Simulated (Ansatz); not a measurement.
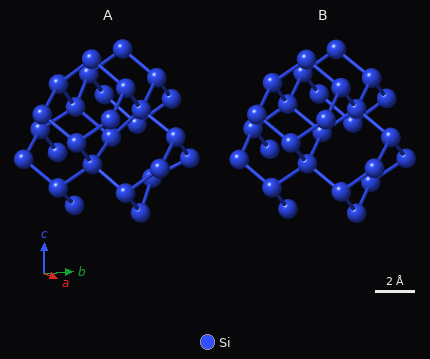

Two geometries of a defect cell of composition Si62 (cell charge −1), drawn at one scale. One is the start of a relaxation, the other its converged end. The picture is a ball-and-stick view of the atoms within 5.0 Å of the atom that moves most (axes of the cell of the calculation (origin shifted)), seen slightly off an axis.

These are results of Ansatz, DFT, PBEsol, PAW, plane waves, not measurements. Set-up: plane-wave cutoff 420 eV; k-point mesh 1 × 1 × 1; mesh shifted by (0.25, 0.25, 0.25); collinear spin; atoms relaxed in a fixed cell; force threshold 0.03 eV/Å; at most 80 steps.

Which one is relaxed?

Answer. Structure A is the relaxed one. After 4 geometry steps the energy has fallen by 0.929 eV per cell of the calculation. The largest force component goes from 1.1 to 0.016 eV/Å. The atom that moves furthest is a Si atom (0.37 Å along [−1 3 −3]). The lattice vectors keep their values. Near-neighbour distances that change, for instance: Si–Si 2.278 → 2.360 Å, Si–Si 2.363 → 2.442 Å, Si–Si 2.313 → 2.377 Å, Si–Si 2.310 → 2.358 Å. Bond angles that change, for instance: Si–Si–Si 110.3° → 101.6°, Si–Si–Si 107.7° → 116.2°, Si–Si–Si 108.3° → 115.1°. The program noted that the starting moments weren't kept.

Limits of the set-up: the cell is charged, on a uniform background, and energies carry no finite-size correction.
